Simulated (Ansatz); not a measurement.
## Geometry relaxation of GeSe (part 1 of 3)

- system: GeSe (Pnma, 8 atoms in the cell)
- method: DFT PBE+D3(BJ), scalar-relativistic, plane waves, PAW, no spin polarisation (Ansatz 0.2.0)

The structure derives from an entry of the Crystallography Open Database. Figures and captions count atoms from 1; the log counts them from 0 in places.

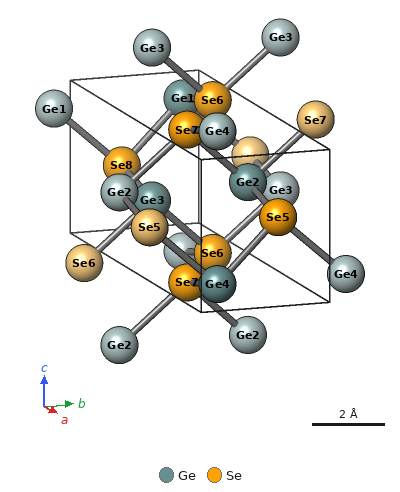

Fig. 1: The structure as given in the input (ball-and-stick view of the cell of the calculation, seen slightly off an axis; neighbours outside the cell are drawn fainter; atoms are numbered from 1 in the order of the input). Near neighbours in the crystal (not all of them lie inside the picture): Ge has 3 Se at 2.54 to 2.58 Å; Se has 3 Ge at 2.54 to 2.58 Å.

The input
```yaml
crystal:
  lattice:
    - [10.79, 0.0, 0.0]
    - [0.0, 3.82, 0.0]
    - [0.0, 0.0, 4.38]
  atoms:
    - { symbol: Ge, position: [0.121, 0.75, 0.894] }
    - { symbol: Ge, position: [0.621, 0.75, 0.606] }
    - { symbol: Ge, position: [0.379, 0.25, 0.394] }
    - { symbol: Ge, position: [0.879, 0.25, 0.106] }
    - { symbol: Se, position: [0.852, 0.75, 0.497] }
    - { symbol: Se, position: [0.352, 0.75, 0.003] }
    - { symbol: Se, position: [0.648, 0.25, 0.997] }
    - { symbol: Se, position: [0.148, 0.25, 0.503] }
basis:
  ecutwfc: 420
kpoints:
  mp_grid: { grid: [4, 8, 6] }
hamiltonian:
  xc: pbe
  dispersion: d3bj
scf:
  occupations: { method: gaussian, width: 0.02 }
output:
  forces: true
  stress: true
  eigenvalues: true
  write_density: true
  write_potential: true
  elf: true
  volumetric_format: npy
relax:
  adjacent_minimum: "off"
  f_tol: 0.005
  max_steps: 80
  cell: { stress_tol: 0.05 }
```

Machine: 2 threads of Arm Neoverse V2, 24 GiB of memory available, shared host.

Launched with:
```bash
ansatz run input.yaml --threads 2 --pin off --max-ram 5120MiB --backend cpu --events-out ev --progress --plain --runs-dir out
```

The program's output
```
Engine: ansatz 0.2.0, aarch64-unknown-linux-gnu
Pseudopotentials: kind: paw
Pseudopotential: Ge, paw, valence charge 14, recommended cutoff 420 eV (normal), Ge.paw.azcp
Pseudopotential: Se, paw, valence charge 16, recommended cutoff 420 eV (normal), Se.paw.azcp
Functional definition: PBE
  parameter kappa = 0.804
  parameter beta = 0.06672455060314922
  exchange = pbe_x(kappa = kappa, mu = beta*pi^2/3)
  correlation = pbe_c(beta = beta)
Crystal: 8 atoms, lattice volume = 180.534 Å³
Basis set: ecut = 420 eV, 3547 PW (Γ), exchange–correlation on 150×54×60 points (8 copies of the dense FFT grid, shifted against one another)
Bands: 72, of which v1, the nominal top of the filled ones, is band 60 counted from 1 (59 counted from 0)
Symmetry: 8 space group operations
Space group: Pnma (ITA 62), of the structure as read, at distance tolerance 5.7e-5 Å
k-points: 60 of 192
Non-local potential: Ge, projectors of the file, l = 0: 2, l = 1: 2, l = 2: 3, l = 3: 1
Non-local potential: Se, projectors of the file, l = 0: 2, l = 1: 2, l = 2: 3, l = 3: 1
PAW form: soft (Blöchl's): semilocal exchange-correlation on the pseudo side does not see the compensation charge
PAW one-centre angular grid: Ge, 590 points (default); XC on 64 Gauss nodes
PAW one-centre angular grid: Se, 590 points (default); XC on 64 Gauss nodes
Initial density: superposition of atomic densities (neutral atoms: chi_scale 0, normalization atom), corrected by the library's trained network
Initial wavefunctions: pseudopotential atomic-orbital guess
Functional: x = pbe(κ = 0.804, μ = 0.2195149727645171), c = pbe(β = 0.06672455060314922)
SCF iter   1: F=—  HF=-39060.820055 eV  |F-HF|=—  |Δ(HF+E_count)|=         —  Δρ=1.40e-3  dr2=4.48e-3  ethr=1.77e-3  ⟨swp⟩=6.1  Hψ=14970  notcnv=0  defer=2
preconditioner: auto → Resta (q_TF=auto, 2.549 Å⁻¹)  ε∞=2.7  [insulator: Δε(μ)=0.636 eV  Ē_g=18.718 eV  σ=0.020 eV  W_gap=1.00  n_scr=56 (ndim 8)  ℏωp=24.7 eV  f_vac=0.000  D(μ)=0.00/eV (n_scr^D=0)  ε∞_Penn≈2.7]
SCF iter   2: F=—  HF=-39060.818277 eV  |F-HF|=—  |Δ(HF+E_count)|=   1.78e-3  Δρ=7.17e-4  dr2=9.67e-4  ethr=3.73e-6  ⟨swp⟩=2.0  Hψ=8958  notcnv=0  defer=333
SCF iter   3: F=—  HF=-39060.818684 eV  |F-HF|=—  |Δ(HF+E_count)|=   4.07e-4  Δρ=1.92e-4  dr2=5.23e-5  ethr=8.06e-7  ⟨swp⟩=2.0  Hψ=7639  notcnv=0  defer=333
SCF iter   4: F=—  HF=-39060.818656 eV  |F-HF|=—  |Δ(HF+E_count)|=   2.81e-5  Δρ=8.42e-5  dr2=1.08e-5  ethr=4.36e-8  ⟨swp⟩=2.0  Hψ=7586  notcnv=0  defer=333
SCF iter   5: F=—  HF=-39060.818665 eV  |F-HF|=—  |Δ(HF+E_count)|=   9.25e-6  Δρ=1.51e-5  dr2=4.39e-7  ethr=9.02e-9  ⟨swp⟩=2.0  Hψ=7586  notcnv=0  defer=333
SCF iter   6: F=-39060.818665 eV  HF=-39060.818665 eV  |F-HF|=2.93e-8  |Δ(HF+E_count)|=   1.64e-7  Δρ=5.24e-6  dr2=4.38e-8  ethr=8.33e-11  ⟨swp⟩=11.9  Hψ=36556  notcnv=0
WARN: dispersion: an atom stands within reach of a switch of its C6 between two reference coordination numbers of its element: through that C6 alone, e_disp changes by 0.025 eV or more while the distances to its neighbours run over a stretch of 0.05 Å that contains this geometry (sites counted from 0 in the run's list of atoms or, in a supercell that it derives, in that cell's: here a list of 8) — site 0 (Ge): coordination number 3.429 (about 3.21 to 3.65 with every neighbour 0.05 Å farther or nearer), switch near 3.408 between the references 3.897 (weight 0.54) and 2.919 (weight 0.46), e_disp changing by some 0.03 eV; site 1 (Ge): coordination number 3.429 (about 3.21 to 3.65 with every neighbour 0.05 Å farther or nearer), switch near 3.408 between the references 3.897 (weight 0.54) and 2.919 (weight 0.46), e_disp changing by some 0.03 eV; site 2 (Ge): coordination number 3.429 (about 3.21 to 3.65 with every neighbour 0.05 Å farther or nearer), switch near 3.408 between the references 3.897 (weight 0.54) and 2.919 (weight 0.46), e_disp changing by some 0.03 eV; site 3 (Ge): coordination number 3.429 (about 3.21 to 3.65 with every neighbour 0.05 Å farther or nearer), switch near 3.408 between the references 3.897 (weight 0.54) and 2.919 (weight 0.46), e_disp changing by some 0.03 eV; some 0.14 eV in sum. This is how the published method behaves, and the energy and the forces stay consistent. Where you compare this geometry's total energy with another's, compare their components.e_disp too, and, where the geometries are yours to choose, keep both on one side of the switch, which a site's coordination number tells: a relaxation that ends in reach of it can search the other side under relax.adjacent_minimum: search, except where no move that the cell, the constraints and the symmetry allow carries the atom there
SCF 1 converged in 6 iterations: F = -39060.818665 eV  dr2 = 4.38e-8
  greatest PAW one-centre occupation: 1.000 electrons in one spin orbital (limit 2), on the Se atom at site 6 (counted from 0), in its partial waves of l = 2
relax step   1: F+E_penalty+E_count = -39060.81866502 eV  Δ(F+E_penalty+E_count) = +0.000e0 eV  max|allowed force component| = 2.438e-1 eV/Å  Δτ_max = 0.0000 Å  P = +3.228 GPa  Ω = 180.534 Å³  (6 SCF iters, dr2 threshold 1.00e-7 eV, accepted)
Crystal: 8 atoms, lattice volume = 205.955 Å³
Basis set: ecut = 420 eV, 4071 PW (Γ), exchange–correlation on 150×54×60 points (8 copies of the dense FFT grid, shifted against one another)
Initial density: handed on by an earlier stage of this run
Initial wavefunctions: those handed on with the density
iter 1 solved again at ethr=1.90e-4 eV; its pass at ethr=3.10e-3 eV (dr2=2.28e-1 eV) is discarded
SCF iter   1: F=—  HF=-39060.733244 eV  |F-HF|=—  |Δ(HF+E_count)|=         —  Δρ=8.88e-3  dr2=2.27e-1  ethr=1.90e-4  ⟨swp⟩=2.2  Hψ=22953  notcnv=0
preconditioner: auto → Resta (q_TF=auto, 2.493 Å⁻¹)  ε∞=4.3  [insulator: Δε(μ)=1.147 eV  Ē_g=8.951 eV  σ=0.020 eV  W_gap=1.00  n_scr=56 (ndim 8)  ℏωp=16.4 eV  f_vac=0.019  D(μ)=0.00/eV (n_scr^D=0)  ε∞_Penn≈4.3]
SCF iter   2: F=—  HF=-39060.686702 eV  |F-HF|=—  |Δ(HF+E_count)|=   4.65e-2  Δρ=4.00e-3  dr2=3.73e-2  ethr=1.89e-4  ⟨swp⟩=3.0  Hψ=6051  notcnv=0
SCF iter   3: F=—  HF=-39060.681837 eV  |F-HF|=—  |Δ(HF+E_count)|=   4.87e-3  Δρ=1.06e-3  dr2=2.72e-3  ethr=3.11e-5  ⟨swp⟩=3.5  Hψ=9138  notcnv=0
SCF iter   4: F=—  HF=-39060.681917 eV  |F-HF|=—  |Δ(HF+E_count)|=   7.96e-5  Δρ=4.60e-4  dr2=6.28e-4  ethr=2.27e-6  ⟨swp⟩=2.0  Hψ=8638  notcnv=0
SCF iter   5: F=—  HF=-39060.681971 eV  |F-HF|=—  |Δ(HF+E_count)|=   5.42e-5  Δρ=1.26e-4  dr2=4.45e-5  ethr=5.24e-7  ⟨swp⟩=2.0  Hψ=7920  notcnv=0
SCF iter   6: F=—  HF=-39060.682003 eV  |F-HF|=—  |Δ(HF+E_count)|=   3.19e-5  Δρ=4.50e-5  dr2=3.53e-6  ethr=3.71e-8  ⟨swp⟩=2.0  Hψ=6720  notcnv=0
SCF iter   7: F=—  HF=-39060.682004 eV  |F-HF|=—  |Δ(HF+E_count)|=   1.57e-6  Δρ=1.95e-5  dr2=6.53e-7  ethr=6.67e-10  ⟨swp⟩=12.0  Hψ=41805  notcnv=0
SCF iter   8: F=-39060.682005 eV  HF=-39060.682004 eV  |F-HF|=7.06e-8  |Δ(HF+E_count)|=   1.16e-7  Δρ=4.93e-6  dr2=4.54e-8  ethr=5.44e-10  ⟨swp⟩=9.9  Hψ=38634  notcnv=0
SCF 2 converged in 8 iterations: F = -39060.682005 eV  dr2 = 4.54e-8
[... from here on the iterations of each SCF are left out, up to the last one ...]
relax step   2: F+E_penalty+E_count = -39060.68200454 eV  Δ(F+E_penalty+E_count) = +1.367e-1 eV  max|allowed force component| = 1.467e-1 eV/Å  Δτ_max = 0.1210 Å  P = -2.671 GPa  Ω = 205.955 Å³  energy of the carried Pulay correction = -2.985e-3 eV  (8 SCF iters, dr2 threshold 8.00e-7 eV, rejected (line search))
Crystal: 8 atoms, lattice volume = 192.006 Å³
Basis set: ecut = 420 eV, 3755 PW (Γ), exchange–correlation on 150×54×60 points (8 copies of the dense FFT grid, shifted against one another)
preconditioner: auto → Resta (q_TF=auto, 2.523 Å⁻¹)  ε∞=4.5  [insulator: Δε(μ)=0.847 eV  Ē_g=9.105 eV  σ=0.020 eV  W_gap=1.00  n_scr=56 (ndim 8)  ℏωp=16.9 eV  f_vac=0.002  D(μ)=0.00/eV (n_scr^D=0)  ε∞_Penn≈4.5]
SCF 3 converged in 10 iterations: F = -39060.886083 eV  dr2 = 3.66e-11
relax step   3: F+E_penalty+E_count = -39060.88608301 eV  Δ(F+E_penalty+E_count) = -6.742e-2 eV  max|allowed force component| = 1.124e-1 eV/Å  Δτ_max = 0.0725 Å  P = -0.603 GPa  Ω = 192.006 Å³  energy of the carried Pulay correction = -1.397e-3 eV  (10 SCF iters, accepted)
Crystal: 8 atoms, lattice volume = 190.231 Å³
Basis set: ecut = 420 eV, 3727 PW (Γ), exchange–correlation on 150×54×60 points (8 copies of the dense FFT grid, shifted against one another)
preconditioner: auto → Resta (q_TF=auto, 2.527 Å⁻¹)  ε∞=4.5  [insulator: Δε(μ)=0.715 eV  Ē_g=9.087 eV  σ=0.020 eV  W_gap=1.00  n_scr=56 (ndim 8)  ℏωp=17.0 eV  f_vac=0.002  D(μ)=0.00/eV (n_scr^D=0)  ε∞_Penn≈4.5]
WARN: dispersion: an atom stands within reach of a switch of its C6 between two reference coordination numbers of its element: through that C6 alone, e_disp changes by 0.025 eV or more while the distances to its neighbours run over a stretch of 0.05 Å that contains this geometry (sites counted from 0 in the run's list of atoms or, in a supercell that it derives, in that cell's: here a list of 8) — site 0 (Ge): coordination number 3.194 (about 2.98 to 3.41 with every neighbour 0.05 Å farther or nearer), switch near 3.408 between the references 2.919 (weight 0.84) and 3.897 (weight 0.16), e_disp changing by some 0.03 eV; site 1 (Ge): coordination number 3.194 (about 2.98 to 3.41 with every neighbour 0.05 Å farther or nearer), switch near 3.408 between the references 2.919 (weight 0.84) and 3.897 (weight 0.16), e_disp changing by some 0.03 eV; site 2 (Ge): coordination number 3.194 (about 2.98 to 3.41 with every neighbour 0.05 Å farther or nearer), switch near 3.408 between the references 2.919 (weight 0.84) and 3.897 (weight 0.16), e_disp changing by some 0.03 eV; site 3 (Ge): coordination number 3.194 (about 2.98 to 3.41 with every neighbour 0.05 Å farther or nearer), switch near 3.408 between the references 2.919 (weight 0.84) and 3.897 (weight 0.16), e_disp changing by some 0.03 eV; some 0.11 eV in sum. This is how the published method behaves, and the energy and the forces stay consistent. Where you compare this geometry's total energy with another's, compare their components.e_disp too, and, where the geometries are yours to choose, keep both on one side of the switch, which a site's coordination number tells: a relaxation that ends in reach of it can search the other side under relax.adjacent_minimum: search, except where no move that the cell, the constraints and the symmetry allow carries the atom there
SCF 4 converged in 5 iterations: F = -39060.900040 eV  dr2 = 7.90e-7
relax step   4: F+E_penalty+E_count = -39060.90004039 eV  Δ(F+E_penalty+E_count) = -1.396e-2 eV  max|allowed force component| = 7.450e-2 eV/Å  Δτ_max = 0.0391 Å  P = -0.895 GPa  Ω = 190.231 Å³  energy of the carried Pulay correction = -1.187e-3 eV  (5 SCF iters, dr2 threshold 8.00e-7 eV, accepted)
Crystal: 8 atoms, lattice volume = 188.358 Å³
Basis set: ecut = 420 eV, 3711 PW (Γ), exchange–correlation on 150×54×60 points (8 copies of the dense FFT grid, shifted against one another)
preconditioner: auto → Resta (q_TF=auto, 2.531 Å⁻¹)  ε∞=4.5  [insulator: Δε(μ)=0.723 eV  Ē_g=9.133 eV  σ=0.020 eV  W_gap=1.00  n_scr=56 (ndim 8)  ℏωp=17.1 eV  f_vac=0.001  D(μ)=0.00/eV (n_scr^D=0)  ε∞_Penn≈4.5]
WARN: dispersion: an atom stands within reach of a switch of its C6 between two reference coordination numbers of its element: through that C6 alone, e_disp changes by 0.025 eV or more while the distances to its neighbours run over a stretch of 0.05 Å that contains this geometry (sites counted from 0 in the run's list of atoms or, in a supercell that it derives, in that cell's: here a list of 8) — site 0 (Ge): coordination number 3.235 (about 3.02 to 3.45 with every neighbour 0.05 Å farther or nearer), switch near 3.408 between the references 2.919 (weight 0.79) and 3.897 (weight 0.21), e_disp changing by some 0.03 eV; site 1 (Ge): coordination number 3.235 (about 3.02 to 3.45 with every neighbour 0.05 Å farther or nearer), switch near 3.408 between the references 2.919 (weight 0.79) and 3.897 (weight 0.21), e_disp changing by some 0.03 eV; site 2 (Ge): coordination number 3.235 (about 3.02 to 3.45 with every neighbour 0.05 Å farther or nearer), switch near 3.408 between the references 2.919 (weight 0.79) and 3.897 (weight 0.21), e_disp changing by some 0.03 eV; site 3 (Ge): coordination number 3.235 (about 3.02 to 3.45 with every neighbour 0.05 Å farther or nearer), switch near 3.408 between the references 2.919 (weight 0.79) and 3.897 (weight 0.21), e_disp changing by some 0.03 eV; some 0.12 eV in sum. This is how the published method behaves, and the energy and the forces stay consistent. Where you compare this geometry's total energy with another's, compare their components.e_disp too, and, where the geometries are yours to choose, keep both on one side of the switch, which a site's coordination number tells: a relaxation that ends in reach of it can search the other side under relax.adjacent_minimum: search, except where no move that the cell, the constraints and the symmetry allow carries the atom there
SCF 5 converged in 5 iterations: F = -39060.906595 eV  dr2 = 6.58e-7
relax step   5: F+E_penalty+E_count = -39060.90659546 eV  Δ(F+E_penalty+E_count) = -6.555e-3 eV  max|allowed force component| = 2.850e-2 eV/Å  Δτ_max = 0.0166 Å  P = -0.076 GPa  Ω = 188.358 Å³  energy of the carried Pulay correction = -9.625e-4 eV  (5 SCF iters, dr2 threshold 8.00e-7 eV, accepted)
```
